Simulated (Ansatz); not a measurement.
Consider this structure, Mg.

```cif
data_structure
_symmetry_space_group_name_H-M 'P 1'
_symmetry_Int_Tables_number 1
_cell_length_a 3.1935
_cell_length_b 3.1935
_cell_length_c 28.6614
_cell_angle_alpha 90.000
_cell_angle_beta 90.000
_cell_angle_gamma 120.000
_cell_volume 253.14
loop_
_atom_site_label
_atom_site_type_symbol
_atom_site_fract_x
_atom_site_fract_y
_atom_site_fract_z
_atom_site_occupancy
Mg1 Mg 0.00000 0.00000 0.99956 1
Mg2 Mg 0.33333 0.66667 0.09073 1
Mg3 Mg 0.66667 0.33333 0.18195 1
Mg4 Mg 0.00000 0.00000 0.27295 1
Mg5 Mg 0.66667 0.33333 0.36394 1
Mg6 Mg 0.33333 0.66667 0.45487 1
Mg7 Mg 0.66667 0.33333 0.54572 1
Mg8 Mg 0.00000 0.00000 0.63657 1
Mg9 Mg 0.66667 0.33333 0.72720 1
Mg10 Mg 0.00000 0.00000 0.81789 1
Mg11 Mg 0.66667 0.33333 0.90861 1
```

Structure used: coordinates from a relaxation with Ansatz 0.2.0, DFT PBE, scalar-relativistic, plane waves, PAW; the starting structure was generated, so it need not be a known form of this composition.

> Where will the first 3 clear peaks of its X-ray PDF lie (peak width σ = 0.15 Å), and from which pairs do they come?

1. 3.18 Å: Mg–Mg at 3.19–3.20 Å
2. 4.51 Å: Mg–Mg at 4.51–4.52 Å
3. 5.52 Å: Mg–Mg at 5.20–5.54 Å

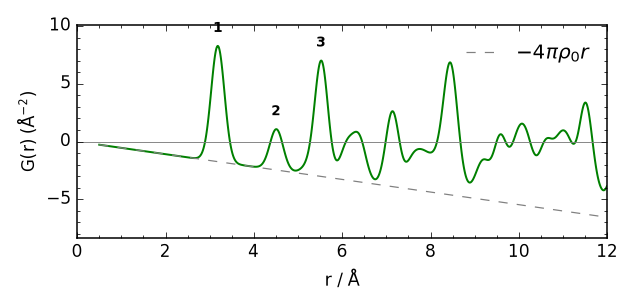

The curve is a calculated X-ray PDF: distances of the static structure, each pair weighted by the product of the atomic numbers (X-ray weights at Q = 0), broadened by Gaussians with σ = 0.15 Å. There is no Q-range truncation.
